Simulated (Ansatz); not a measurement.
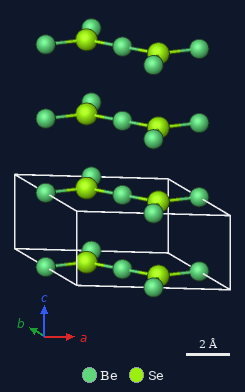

This is the input geometry for a relaxation of a crystal of Be3Se2 (a generated structure, set up in P6/mmm). Style: ball-and-stick. Shown: the cell of the calculation, repeated 1 × 1 × 3 with one cell outlined, slightly off an axis.

All numbers below come from DFT PBE, scalar-relativistic, plane waves, PAW in Ansatz.

The input:
```yaml
crystal:
  lattice:
    - [7.1952090332, 0.0, 0.0]
    - [-3.5976045166, 6.2312338083, 0.0]
    - [0.0, 0.0, 3.580793454]
  atoms:
    - { symbol: Be, position: [0.5, 0.0, 0.0] }
    - { symbol: Be, position: [0.0, 0.5, 0.0] }
    - { symbol: Be, position: [0.5, 0.5, 0.0] }
    - { symbol: Se, position: [0.3333333333, 0.6666666667, 0.0] }
    - { symbol: Se, position: [0.6666666667, 0.3333333333, 0.0] }
basis:
  ecutwfc: 420
kpoints:
  mp_grid: { grid: [6, 6, 10] }
hamiltonian:
  xc: pbe
scf:
  occupations: { method: gaussian, width: 0.1 }
output:
  forces: true
  stress: true
  eigenvalues: true
  write_density: true
  write_potential: true
  elf: true
  volumetric_format: npy
relax:
  adjacent_minimum: "off"
  f_tol: 0.01
  max_steps: 80
  cell: { stress_tol: 0.05 }
```

Run as
```bash
ansatz run input.yaml --threads 1 --pin off --max-ram 2048MiB --backend cpu --events-out ev --progress --plain --runs-dir out
```

> Where does the relaxation end?

The energy falls by 0.1 meV per atom in 1 accepted move (2 points after the start). All forces vanish by symmetry, so only the cell relaxes. The pressure goes from −0.10 to −0.03 GPa. The SCF was repeated once at an unchanged geometry on a basis and grid sized afresh for the cell, which shifted the energy by less than 0.05 meV per atom at most. The atoms keep their places relative to the cell (all moves are under 0.005 Å). The volume changes by −0.6 %, with a = b 7.195 → 7.193 Å (0.0 %), c 3.581 → 3.562 Å (−0.5 %). The space group stays P6/mmm (No. 191).

History of the run:

| step | E − E(0), meV/atom | pressure, GPa | volume, Å³/atom | note |
| --- | --- | --- | --- | --- |
| 0 | 0.00 | -0.10 | 32.109 |  |
| 1 | -0.10 | -0.03 | 31.923 |  |
| 2 | -0.09 | -0.03 | 31.923 | same geometry, new basis |

The structure at the end:

```
Be Se
1.0
     7.19282    0.00000    0.00000
    -3.59641    6.22917    0.00000
     0.00000    0.00000    3.56247
Be Se
3 2
Direct
  0.50000 0.00000 0.00000
  0.00000 0.50000 0.00000
  0.50000 0.50000 0.00000
  0.33333 0.66667 0.00000
  0.66667 0.33333 0.00000
```
